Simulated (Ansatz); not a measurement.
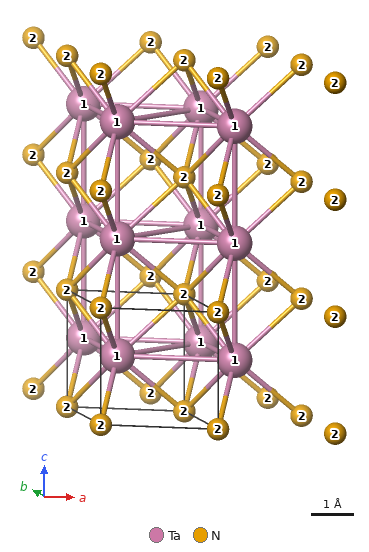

The starting point is a symmetric starting cell of TaN. The picture is a ball-and-stick view of the cell of the calculation, repeated 2 × 2 × 3 with one cell outlined, seen slightly off an axis.

These are results of DFT PBE, scalar-relativistic, plane waves, PAW in Ansatz 0.2.0, not measurements. (plane-wave cutoff 420 eV; k-point mesh 18 × 18 × 14; occupations gaussian; smearing width 0.1 eV; no spin polarisation)

The variant: The cell is strained by −1.3 % along c and +0.2 % across it (volume −1.0 %) and atoms are displaced by 0.15 Å relative to the cell: N2 0.15 Å along −c, Ta1 0.15 Å along +c. No relaxation follows. The starting cell wasn't computed here and needn't be at equilibrium, so pressure and forces aren't due to the change alone.

The input:
```yaml
crystal:
  lattice:
    - [2.9427584166, 0.0, 0.0]
    - [-1.4713792083, 2.548503546, 0.0]
    - [0.0, 0.0, 2.84442546]
  atoms:
    - { symbol: Ta, position: [0.3333333333, 0.6666666667, 0.5520291363] }
    - { symbol: "N", position: [0.0, 0.0, -0.0520291363] }
basis:
  ecutwfc: 420
kpoints:
  mp_grid: { grid: [18, 18, 14] }
hamiltonian:
  xc: pbe
scf:
  occupations: { method: gaussian, width: 0.1 }
output:
  forces: true
  stress: true
  eigenvalues: true
```

Command:
```bash
ansatz run input.yaml --threads 1 --pin off --max-ram 1331MiB --backend cpu --events-out ev --progress --plain --runs-dir out
```

**What does the calculation give for the changed structure?**

The pressure is 27.6 GPa (not all of it need come from the change, since the unchanged cell can be under pressure at this level too). The principal stresses (compression positive) are 33.3 GPa along c and 24.8 GPa across it. The largest forces, 5 eV/Å, act on Ta1 and N2; on N2 it points along +c. The forces point straight back along the displacements (cosine −1.00). Some distances before and after: N–Ta 2.226 → 2.038 to 2.416 Å, Ta–Ta 2.883 → 2.844 Å, Ta–Ta 2.938 → 2.943 Å. The space group (tolerance 0.01 Å) goes from P-6m2 (No. 187) to P3m1 (No. 156).

Drawn alike, the variant:

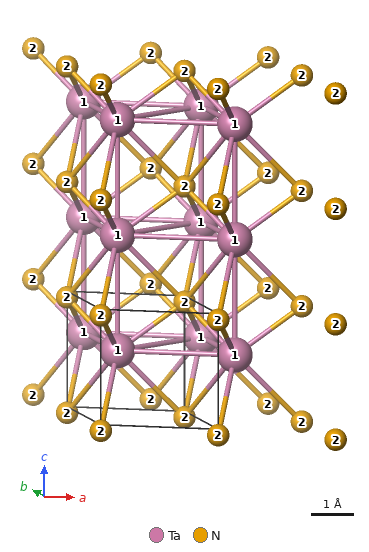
